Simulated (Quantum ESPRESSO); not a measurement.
**CdS: band-structure run (part 1 of 2)**

System: CdS (2 atoms in the cell).
Method: Kohn-Sham DFT of a periodic cell, PBEsol, GBRV 1.5 PBEsol, no spin polarisation (Quantum ESPRESSO 7.5).

The structure derives from a Materials Project entry.

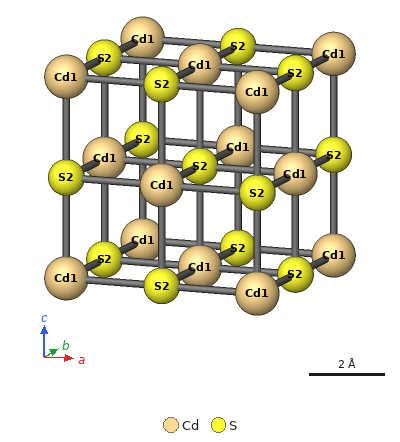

**Figure 1.** The input geometry (ball-and-stick view of the cell 4 times as large as that of the calculation, set on its symmetry axes, seen slightly off an axis; atoms are numbered from 1 in the order of the input). Near neighbours in the crystal (not all of them lie inside the picture): Cd has 6 S at 2.75 Å; S has 6 Cd at 2.75 Å.

### Key numbers

| quantity | value |
| --- | --- |
| outcome | converged |
| space group (tolerance 0.01 Å) | Fm-3m (225) |
| electrons treated | 18 |
| free energy | −1885.3775 eV |
| Fermi energy of the self-consistent step | 7.883 eV |
| gap on the k-point mesh | none (metallic) |
| pressure | −4.06 GPa |
| largest force (length of the vector) | under 0.001 eV/Å |
| hardware | 2 threads of Intel Xeon (Granite Rapids), 64 GiB of memory available, shared host |
| wall time | 20 s (CPU time 40 s) |
| peak memory | 0.22 GiB |

Further notes kept with the run: eigenvalues not converged. Notes on the run: negative rho.

### Input file
```
&CONTROL
  calculation = 'scf'
  prefix = 'pwscf'
  outdir = './tmp'
  pseudo_dir = './pseudo'
  tprnfor = .true.
  tstress = .true.
  disk_io = 'low'
/
&SYSTEM
  ibrav = 0
  nat = 2
  ntyp = 2
  ecutwfc = 45
  ecutrho = 360
  nbnd = 15
  occupations = 'smearing'
  smearing = 'fd'
  degauss = 0.00367493
/
&ELECTRONS
  conv_thr = 4d-10
  electron_maxstep = 120
  mixing_beta = 0.5
/
ATOMIC_SPECIES
Cd   112.4140 cd_pbesol_v1.uspp.F.UPF
S     32.0600 s_pbesol_v1.4.uspp.F.UPF
CELL_PARAMETERS angstrom
   0.0000000000    2.7532440000    2.7532440000
   2.7532440000    0.0000000000    2.7532440000
   2.7532440000    2.7532440000    0.0000000000
ATOMIC_POSITIONS crystal
Cd     0.0000000000    0.0000000000    0.0000000000
S      0.5000000000    0.5000000000    0.5000000000
K_POINTS automatic
8 8 8 0 0 0
```

### File bands.in
```
&CONTROL
  calculation = 'bands'
  prefix = 'pwscf'
  outdir = './tmp'
  pseudo_dir = './pseudo'
  disk_io = 'low'
  verbosity = 'high'
/
&SYSTEM
  ibrav = 0
  nat = 2
  ntyp = 2
  ecutwfc = 45
  ecutrho = 360
  nbnd = 15
  occupations = 'smearing'
  smearing = 'fd'
  degauss = 0.00367493
/
&ELECTRONS
  conv_thr = 1d-08
  electron_maxstep = 120
  mixing_beta = 0.5
  diago_full_acc = .true.
  startingwfc = 'random'
/
ATOMIC_SPECIES
Cd   112.4140 cd_pbesol_v1.uspp.F.UPF
S     32.0600 s_pbesol_v1.4.uspp.F.UPF
CELL_PARAMETERS angstrom
   0.0000000000    2.7532440000    2.7532440000
   2.7532440000    0.0000000000    2.7532440000
   2.7532440000    2.7532440000    0.0000000000
ATOMIC_POSITIONS crystal
Cd     0.0000000000    0.0000000000    0.0000000000
S      0.5000000000    0.5000000000    0.5000000000
K_POINTS crystal
60
 0.0000000000  0.0000000000  0.0000000000 1
 0.0625000000  0.0000000000  0.0625000000 1
 0.1250000000  0.0000000000  0.1250000000 1
 0.1875000000  0.0000000000  0.1875000000 1
 0.2500000000  0.0000000000  0.2500000000 1
 0.3125000000  0.0000000000  0.3125000000 1
 0.3750000000  0.0000000000  0.3750000000 1
 0.4375000000  0.0000000000  0.4375000000 1
 0.5000000000  0.0000000000  0.5000000000 1
 0.5000000000  0.0625000000  0.5625000000 1
 0.5000000000  0.1250000000  0.6250000000 1
 0.5000000000  0.1875000000  0.6875000000 1
 0.5000000000  0.2500000000  0.7500000000 1
 0.4375000000  0.3125000000  0.7500000000 1
 0.3750000000  0.3750000000  0.7500000000 1
 0.3375000000  0.3375000000  0.6750000000 1
 0.3000000000  0.3000000000  0.6000000000 1
 0.2625000000  0.2625000000  0.5250000000 1
 0.2250000000  0.2250000000  0.4500000000 1
 0.1875000000  0.1875000000  0.3750000000 1
 0.1500000000  0.1500000000  0.3000000000 1
 0.1125000000  0.1125000000  0.2250000000 1
 0.0750000000  0.0750000000  0.1500000000 1
 0.0375000000  0.0375000000  0.0750000000 1
 0.0000000000  0.0000000000  0.0000000000 1
 0.0625000000  0.0625000000  0.0625000000 1
 0.1250000000  0.1250000000  0.1250000000 1
 0.1875000000  0.1875000000  0.1875000000 1
 0.2500000000  0.2500000000  0.2500000000 1
 0.3125000000  0.3125000000  0.3125000000 1
 0.3750000000  0.3750000000  0.3750000000 1
 0.4375000000  0.4375000000  0.4375000000 1
 0.5000000000  0.5000000000  0.5000000000 1
 0.5250000000  0.4500000000  0.5250000000 1
 0.5500000000  0.4000000000  0.5500000000 1
 0.5750000000  0.3500000000  0.5750000000 1
 0.6000000000  0.3000000000  0.6000000000 1
 0.6250000000  0.2500000000  0.6250000000 1
 0.5833333333  0.2500000000  0.6666666667 1
 0.5416666667  0.2500000000  0.7083333333 1
 0.5000000000  0.2500000000  0.7500000000 1
 0.5000000000  0.2857142857  0.7142857143 1
 0.5000000000  0.3214285714  0.6785714286 1
 0.5000000000  0.3571428571  0.6428571429 1
 0.5000000000  0.3928571429  0.6071428571 1
 0.5000000000  0.4285714286  0.5714285714 1
 0.5000000000  0.4642857143  0.5357142857 1
 0.5000000000  0.5000000000  0.5000000000 1
 0.4821428571  0.4821428571  0.5357142857 1
 0.4642857143  0.4642857143  0.5714285714 1
 0.4464285714  0.4464285714  0.6071428571 1
 0.4285714286  0.4285714286  0.6428571429 1
 0.4107142857  0.4107142857  0.6785714286 1
 0.3928571429  0.3928571429  0.7142857143 1
 0.3750000000  0.3750000000  0.7500000000 1
 0.6250000000  0.2500000000  0.6250000000 1
 0.5937500000  0.1875000000  0.5937500000 1
 0.5625000000  0.1250000000  0.5625000000 1
 0.5312500000  0.0625000000  0.5312500000 1
 0.5000000000  0.0000000000  0.5000000000 1
```

Launched with:
```bash
OMP_NUM_THREADS=1 mpirun -n 2 pw.x -nk 2 -in pw.in > pw.out
OMP_NUM_THREADS=1 mpirun -n 2 pw.x -nk 2 -in bands.in > bands.out
```

### Log
```
This program is part of the open-source Quantum ESPRESSO suite
     for quantum simulation of materials; please cite
         "P. Giannozzi et al., J. Phys.:Condens. Matter 21 395502 (2009);
         "P. Giannozzi et al., J. Phys.:Condens. Matter 29 465901 (2017);
         "P. Giannozzi et al., J. Chem. Phys. 152 154105 (2020);
          URL
     in publications or presentations arising from this work. More details at

     Message from routine setup:
     using ibrav=0 with symmetry is DISCOURAGED, use correct ibrav instead

     K-points division:     npool     =       2
     Subspace diagonalization in iterative solution of the eigenvalue problem:
     a serial algorithm will be used

     G-vector sticks info
     --------------------
     sticks:   dense  smooth     PW     G-vecs:    dense   smooth      PW
     Sum        1345     673    211                32647    11575    1989

     Using Slab Decomposition

     bravais-lattice index     =            0
     lattice parameter (alat)  =       7.3580  a.u.
     unit-cell volume          =     281.6830 (a.u.)^3
     number of atoms/cell      =            2
     number of atomic types    =            2
     number of electrons       =        18.00
     number of Kohn-Sham states=           15
     kinetic-energy cutoff     =      45.0000  Ry
     charge density cutoff     =     360.0000  Ry
     scf convergence threshold =      4.0E-10
     mixing beta               =       0.5000
     number of iterations used =            8  plain     mixing
     Exchange-correlation= SLA  PW   PSX  PSC
                           (   1   4  10   8   0   0   0)

     celldm(1)=   7.357979  celldm(2)=   0.000000  celldm(3)=   0.000000
     celldm(4)=   0.000000  celldm(5)=   0.000000  celldm(6)=   0.000000

     crystal axes: (cart. coord. in units of alat)
               a(1) = (   0.000000   0.707107   0.707107 )
               a(2) = (   0.707107   0.000000   0.707107 )
               a(3) = (   0.707107   0.707107   0.000000 )

     reciprocal axes: (cart. coord. in units 2 pi/alat)
               b(1) = ( -0.707107  0.707107  0.707107 )
               b(2) = (  0.707107 -0.707107  0.707107 )
               b(3) = (  0.707107  0.707107 -0.707107 )

     PseudoPot. # 1 for Cd read from file:
     cd_pbesol_v1.uspp.F.UPF
     Pseudo is Ultrasoft + core correction, Zval = 12.0
     Generated by new atomic code, or converted to UPF format
     Using radial grid of  889 points,  6 beta functions with:
                l(1) =   0
                l(2) =   0
                l(3) =   1
                l(4) =   1
                l(5) =   2
                l(6) =   2
     Q(r) pseudized with  6 coefficients,  rinner =    1.000   1.000   1.000
                                                       1.000   1.000

     PseudoPot. # 2 for S  read from file:
     s_pbesol_v1.4.uspp.F.UPF
     Pseudo is Ultrasoft + core correction, Zval =  6.0
     Generated by new atomic code, or converted to UPF format
     Using radial grid of  907 points,  6 beta functions with:
                l(1) =   0
                l(2) =   0
                l(3) =   1
                l(4) =   1
                l(5) =   2
                l(6) =   2
     Q(r) pseudized with  8 coefficients,  rinner =    1.300   1.300   1.300
                                                       1.300   1.300

     atomic species   valence    mass     pseudopotential
     Cd               12.00   112.41400     Cd( 1.00)
     S                 6.00    32.06000     S ( 1.00)

     48 Sym. Ops., with inversion, found

   Cartesian axes

     site n.     atom                  positions (alat units)
         1        Cd     tau(   1) = (   0.0000000   0.0000000   0.0000000  )
         2        S      tau(   2) = (   0.7071068   0.7071068   0.7071068  )

     number of k points=    29  Fermi-Dirac smearing, width (Ry)=  0.0037
                       cart. coord. in units 2pi/alat
        k(    1) = (   0.0000000   0.0000000   0.0000000), wk =   0.0039062
        k(    2) = (   0.0883883   0.0883883  -0.0883883), wk =   0.0312500
        k(    3) = (   0.1767767   0.1767767  -0.1767767), wk =   0.0312500
        k(    4) = (   0.2651650   0.2651650  -0.2651650), wk =   0.0312500
        k(    5) = (  -0.3535534  -0.3535534   0.3535534), wk =   0.0156250
        k(    6) = (   0.1767767   0.0000000   0.0000000), wk =   0.0234375
        k(    7) = (   0.2651650   0.0883883  -0.0883883), wk =   0.0937500
        k(    8) = (   0.3535534   0.1767767  -0.1767767), wk =   0.0937500
        k(    9) = (  -0.2651650  -0.4419417   0.4419417), wk =   0.0937500
        k(   10) = (  -0.1767767  -0.3535534   0.3535534), wk =   0.0937500
        k(   11) = (  -0.0883883  -0.2651650   0.2651650), wk =   0.0937500
        k(   12) = (   0.0000000  -0.1767767   0.1767767), wk =   0.0468750
        k(   13) = (   0.3535534   0.0000000   0.0000000), wk =   0.0234375
        k(   14) = (   0.4419417   0.0883883  -0.0883883), wk =   0.0937500
        k(   15) = (  -0.1767767  -0.5303301   0.5303301), wk =   0.0937500
        k(   16) = (  -0.0883883  -0.4419417   0.4419417), wk =   0.0937500
        k(   17) = (   0.0000000  -0.3535534   0.3535534), wk =   0.0468750
        k(   18) = (   0.5303301  -0.0000000   0.0000000), wk =   0.0234375
        k(   19) = (  -0.0883883  -0.6187184   0.6187184), wk =   0.0937500
        k(   20) = (   0.0000000  -0.5303301   0.5303301), wk =   0.0468750
        k(   21) = (  -0.7071068   0.0000000   0.0000000), wk =   0.0117188
        k(   22) = (   0.3535534   0.1767767   0.0000000), wk =   0.0937500
        k(   23) = (  -0.2651650  -0.4419417   0.6187184), wk =   0.1875000
        k(   24) = (  -0.1767767  -0.3535534   0.5303301), wk =   0.0937500
        k(   25) = (  -0.1767767  -0.5303301   0.7071068), wk =   0.0937500
        k(   26) = (  -0.0883883  -0.4419417   0.6187184), wk =   0.1875000
        k(   27) = (   0.0000000  -0.3535534   0.5303301), wk =   0.0937500
        k(   28) = (  -0.7071068   0.1767767  -0.0000000), wk =   0.0468750
        k(   29) = (  -0.7071068   0.3535534   0.0000000), wk =   0.0234375

     Dense  grid:    32647 G-vectors     FFT dimensions: (  45,  45,  45)

     Smooth grid:    11575 G-vectors     FFT dimensions: (  32,  32,  32)

     Initial potential from superposition of free atoms

     starting charge      17.4999, renormalised to      18.0000

     negative rho (up, down):  1.988E-02 0.000E+00
     Starting wfcs are   13 randomized atomic wfcs +    2 random wfcs

     Self-consistent Calculation

     iteration #  1     ecut=    45.00 Ry     beta= 0.50
     Davidson diagonalization with overlap
     ethr =  1.00E-02,  avg # of iterations =  6.0

     Threshold (ethr) on eigenvalues was too large:
     Diagonalizing with lowered threshold

     Davidson diagonalization with overlap
     ethr =  6.35E-04,  avg # of iterations =  1.6

     negative rho (up, down):  1.926E-02 0.000E+00

     total energy              =    -138.53766546 Ry
     estimated scf accuracy    <       0.11396307 Ry

     iteration #  2     ecut=    45.00 Ry     beta= 0.50
     Davidson diagonalization with overlap
     ethr =  6.33E-04,  avg # of iterations =  2.2

     negative rho (up, down):  1.950E-02 0.000E+00

     total energy              =    -138.57087414 Ry
     estimated scf accuracy    <       0.01280255 Ry

     iteration #  3     ecut=    45.00 Ry     beta= 0.50
     Davidson diagonalization with overlap
     ethr =  7.11E-05,  avg # of iterations =  2.7
```
